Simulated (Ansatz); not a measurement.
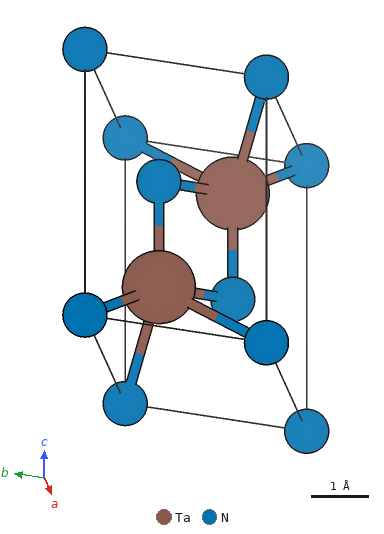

Drawn in the ball-and-stick manner and seen from a general direction. The frame is the conventional unit cell; atoms at its boundary are shown with their periodic copies.

Lattice: a = 3.392 Å, b = 3.392 Å, c = 5.370 Å, α = 90.00°, β = 90.00°, γ = 120.00°.

**Count the atoms and give the formula.**

Ta2N3. The cell holds 2 Ta, 3 N, counting shared atoms by their share.

**State the space group and its number.**

P-3m1 (No. 164), with Ta on 2d, N on 1a and N on 2d.

**What is the topology of the bonding, in broad terms?**

The bonds build a three-dimensional framework.

Its origin is a textbook structure type filled with these elements (whether it is the usual form wasn't checked). The final geometry of a relaxation with DFT r2SCAN, scalar-relativistic, plane waves, PAW in Ansatz 0.2.0 is shown.
